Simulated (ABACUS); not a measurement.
# A series of single points on C

System: C (C2/m, 2 atoms in the cell).
Method: Kohn-Sham DFT of a periodic cell, PBE, PseudoDojo NC SR 0.4.1 PBE standard, no spin polarisation (ABACUS 3.10.1).

The 7 runs differ only in the geometry, by an even scaling of the cell at fixed fractional positions. The structure derives from a Materials Project entry.

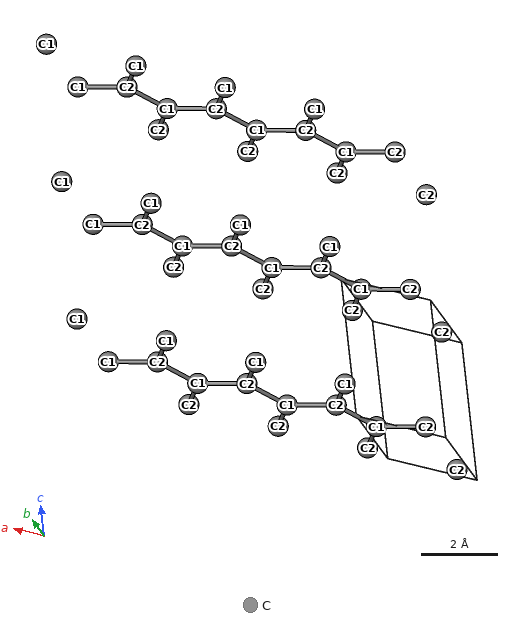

Figure 1. The structure of run 4 (ball-and-stick view of the reduced cell, repeated 4 × 2 × 2, seen at an oblique angle; atoms are numbered from 1 in the order of the input).

## Input file of run 4
```
INPUT_PARAMETERS
suffix              C
calculation         scf
basis_type          pw
pseudo_dir          ./
symmetry            1
dft_functional      pbe
ecutwfc             82
pseudo_rcut         10
nspin               1
nbands              8
ks_solver           dav
smearing_method     fd
smearing_sigma      0.00367493
scf_thr             1e-08
scf_nmax            100
mixing_type         broyden
mixing_beta         0.7
cal_force           1
cal_stress          1
kpar                4
```

## File STRU of run 4
```
ATOMIC_SPECIES
C 12.0110 C.upf

LATTICE_CONSTANT
1.8897261246

LATTICE_VECTORS
2.1273203072 -1.2282824400 0.0000000000
2.1273203072 1.2282824400 0.0000000000
-1.3790696309 0.0000000000 3.5028300786

ATOMIC_POSITIONS
Direct

C
0.0
2
0.1666444700 0.1666444700 0.9999069600 1 1 1
0.8333555300 0.8333555300 0.0000930400 1 1 1
```

## File KPT of run 4
```
K_POINTS
0
Gamma
13 13 8 0 0 0
```

Command:
```bash
OMP_NUM_THREADS=1 mpirun -np 4 abacus > log
```

Lattice vectors (Å) and fractional positions of run 4:
```
   2.127320   -1.228282    0.000000
   2.127320    1.228282    0.000000
  -1.379070    0.000000    3.502830
C   0.166644  0.166644  0.999907
C   0.833356  0.833356  0.000093
```

Run 6 differs from it as follows:
```diff
-2.1273203072 -1.2282824400 0.0000000000
-2.1273203072 1.2282824400 0.0000000000
--1.3790696309 0.0000000000 3.5028300786
+2.1553145742 -1.2444459046 0.0000000000
+2.1553145742 1.2444459046 0.0000000000
+-1.3972173651 0.0000000000 3.5489252341
```

## Results, with one run withheld

| run | volume per atom (Å³) | free energy per atom, from the lowest run given (meV) | pressure (GPa) | gap on the mesh (eV) |
| --- | --- | --- | --- | --- |
| 1 | 8.604 | 45.17 | 22.58 | 0.95 |
| 2 | 8.787 | 23.20 | 15.67 | 0.95 |
| 3 | 8.970 | 8.77 | 9.36 | 0.94 |
| 4 | 9.153 | 1.24 | 3.60 | 0.93 |
| 5 | 9.336 | 0.00 | −1.66 | 0.93 |
| 6 | 9.519 | ? | ? | ? |
| 7 | 9.702 | 14.29 | −10.86 | 0.91 |

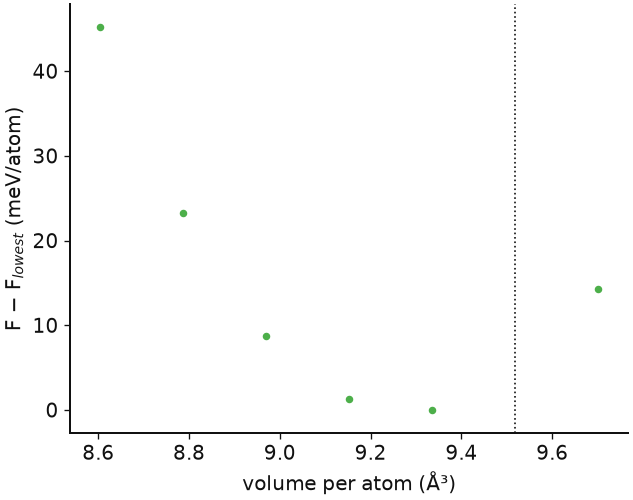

Figure 2. Free energy per atom of the runs given; the dotted line marks run 6.

What should run 6 give?

A cubic polynomial in V^(−2/3) (the Birch–Murnaghan form), fitted to the 6 runs given, misses them by under 0.01 meV per atom. With x = V^(−2/3) − 0.22976 Å⁻², it reads F = 3.4553 + 2217.3 x + 3.3009e+05 x² − 3.2317e+05 x³ (meV per atom). At run 6 it gives 4.52 meV per atom, and the run itself gives 4.52. The slope of the fit gives a pressure −dF/dV of −6.32 GPa there, and the run prints −6.47 GPa. The two needn't agree exactly: the fit is approximate, and the printed stress is taken on a finite basis. The fit has its minimum at 9.282 Å³ per atom, where V d²F/dV² gives 262 GPa. Cell shape and fractional positions are held, so this is the stiffness under even scaling; the relaxed bulk modulus wasn't computed. The gap on the mesh goes, without turning, from 0.95 eV in run 1 to 0.91 eV in run 7; run 6 has 0.92 eV. These are gaps of this functional on this mesh, which can miss the band edges; they aren't the measured gap.

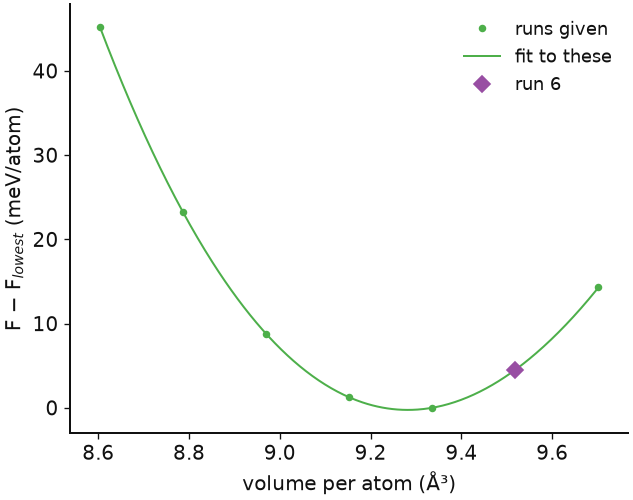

Figure 3. The fit and the withheld run.

## Some lines of the output (run 6)
```
[...]
                          Volume (Bohr^3) = 128.472
                             Volume (A^3) = 19.0376
 E_Fermi        0.3477710914         4.7316684425
 E_Fermi        0.4430677533         6.0282460454
 E_Fermi        0.4591229917         6.2466887702
 E_Fermi        0.4588848049         6.2434480728
 E_Fermi        0.4598304247         6.2563138891
 E_KS(sigma->0) -24.0943709471       -327.8207346058
 E_Fermi        0.4598608113         6.2567273206
 final etot is -327.82073525 eV
 EFERMI = 6.2567273206 eV
 TOTAL-PRESSURE: -64.654409 KBAR
 !FINAL_ETOT_IS -327.8207352484890293 eV
```
